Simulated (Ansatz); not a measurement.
```yaml
crystal:
  lattice:
    - [5.65828, 0.00000, 0.00000]
    - [-2.82914, 6.32614, 0.00000]
    - [0.00000, 0.00000, 26.38706]
  atoms:
    - { symbol: As, position: [0.05261, 0.80212, 0.28832] }
    - { symbol: Ga, position: [0.80629, 0.44891, 0.32240] }
    - { symbol: As, position: [0.83293, 0.06819, 0.32559] }
    - { symbol: Ga, position: [0.38937, 0.81283, 0.35221] }
    - { symbol: As, position: [0.48206, 0.49697, 0.37905] }
    - { symbol: Ga, position: [0.09095, 0.18447, 0.40339] }
    - { symbol: As, position: [0.20658, 0.89641, 0.42958] }
    - { symbol: Ga, position: [0.79262, 0.60075, 0.45144] }
    - { symbol: As, position: [0.90011, 0.30034, 0.47458] }
    - { symbol: Ga, position: [0.50659, 0.99991, 0.50001] }
    - { symbol: As, position: [0.59992, 0.69953, 0.52545] }
    - { symbol: Ga, position: [0.19166, 0.39929, 0.54857] }
    - { symbol: As, position: [0.30991, 0.10367, 0.57038] }
    - { symbol: Ga, position: [0.90645, 0.81578, 0.59665] }
    - { symbol: As, position: [0.98515, 0.50314, 0.62101] }
    - { symbol: Ga, position: [0.57610, 0.18762, 0.64771] }
    - { symbol: As, position: [0.76416, 0.93210, 0.67434] }
    - { symbol: Ga, position: [0.35732, 0.55076, 0.67767] }
    - { symbol: As, position: [0.24923, 0.19721, 0.71166] }
```

Computed without spin polarisation.

These are results of DFT PBEsol, scalar-relativistic, plane waves, PAW (Ansatz 0.2.0), not measurements.

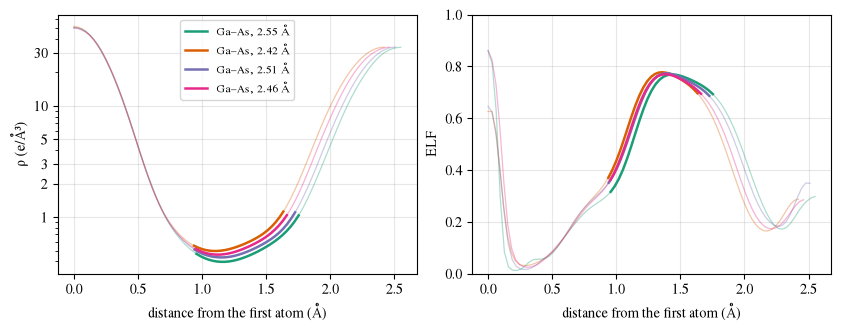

Ga$_{9}$As$_{10}$ (slab). Valence charge density (pseudo) and electron localisation function along straight lines between neighbouring atoms. Thin, pale parts lie inside the atomic spheres.

In a PAW calculation such maps are meaningful between the atoms, not at the nuclei.

Question: Compare the contacts.

Answer: Ga–As (2.55 Å): the density is about 0.41 e/Å³ at the midpoint; the ELF peaks at about 0.75 between the atoms.
Ga–As (2.42 Å): ρ is about 0.51 e/Å³ halfway; the ELF peaks at about 0.80 between the atoms.
Ga–As (2.51 Å): the density is about 0.45 e/Å³ at the midpoint; the ELF peaks at about 0.75 between the atoms.
Ga–As (2.46 Å): ρ is about 0.48 e/Å³ halfway; the ELF peaks at about 0.75 between the atoms.
